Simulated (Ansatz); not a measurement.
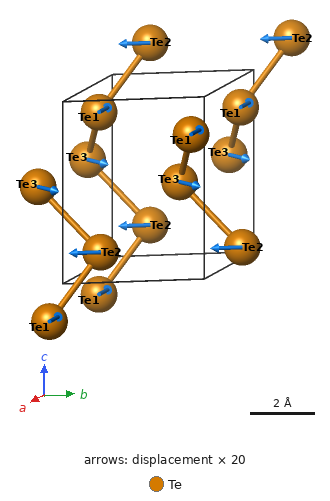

This is a relaxation of solid Te (built on the trigonal type). The starting structure is drawn; blue arrows show the displacements (the part carried along by the change of the cell is left out), magnified 20 times.

Style: ball-and-stick. Shown: the cell of the calculation, slightly off an axis.

Case: volume 34.815 Å^3/atom.

Theory: Ansatz 0.2.0, DFT HSE06, scalar-relativistic, plane waves, PAW. Settings: plane-wave cutoff 420 eV; k-point mesh 6 × 6 × 4; occupations gaussian; smearing width 0.05 eV; no spin polarisation; cell relaxed at fixed volume; force threshold 0.01 eV/Å; at most 40 steps.

Describe the change and its energy.

Answer. After 3 accepted moves (4 points after the start) the energy has fallen by 33.8 meV per cell of the calculation. Largest force component: 0.4 eV/Å at the start, 0.001 eV/Å at the end. The pressure goes from −0.99 to 0.61 GPa. The SCF was repeated once at an unchanged geometry on a basis and grid sized afresh for the cell, which shifted the energy by less than 0.05 meV per cell of the calculation at most. The largest moves relative to the cell, 0.052 Å, are those of Te1, Te2 and Te3. Te2 goes along −b. The drawn cell changes at constant volume: a = b 4.533 → 4.544 Å (+0.2 %), c 5.869 → 5.842 Å (−0.5 %). Among the contacts that change: Te1–Te2 2.873 → 2.805 Å. The space group stays P3_121 (No. 152).
